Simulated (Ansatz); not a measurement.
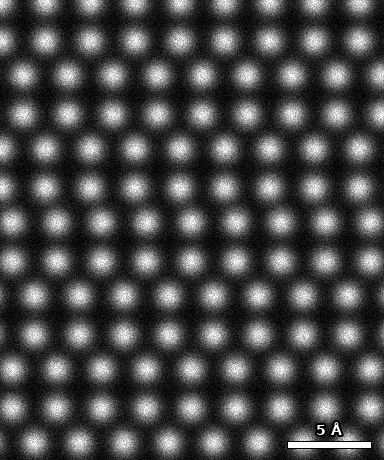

Z-contrast image of Pd (Cmcm, No. 63) along [001]. Simulation: incoherent imaging, intensity Z^1.6 per atom, probe width 1.24 Å, thin sample. The probe carries 25 % of its weight in a tail 2.5 times as wide. Shot noise was added.

One planar defect was built into the perfect crystal by geometry alone, without relaxation. Host structure: the input geometry of an electronic-structure calculation (not necessarily at equilibrium); the starting structure was generated, so it need not be a known form of this composition.

Where does the periodic pattern break, and how?

A planar fault (a stacking fault) runs horizontally about 13 Å below the top edge. The part above it is shifted along the boundary by 1/4 of the 2.75 Å repeat of the rows (0.7 Å to the right, the same as 2.1 Å to the left); both parts keep the same orientation.
